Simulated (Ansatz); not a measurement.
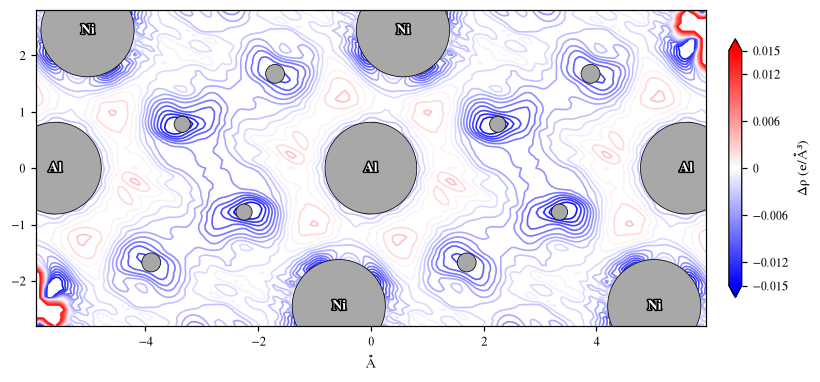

AlNi₅. Difference of the valence pseudo-densities of two functionals at the same geometry, on the (101̄) plane of the calculation cell: r2SCAN less PBEsol.

Space group Cmmm; a structure generated by program, which may or may not match a known phase; spin-polarised.

Both computed with Ansatz (plane waves, PAW), on the same k-point mesh. Grey discs cover the atomic cores.

```
Al Ni
1.0
     1.78580   -5.30555    0.00000
     1.78580    5.30555    0.00000
     0.00000    0.00000    3.53683
Al Ni
1 5
Direct
  0.50000 0.50000 0.50000
  0.00000 0.00000 0.00000
  0.66907 0.33093 0.00000
  0.83286 0.16714 0.50000
  0.16714 0.83286 0.50000
  0.33093 0.66907 0.00000
```

Question: Where does the change of functional move the electrons?

Answer: Against PBEsol, r2SCAN gives less density around Ni (−0.006 e/Å³ on average at 1.0 Å from the nucleus).
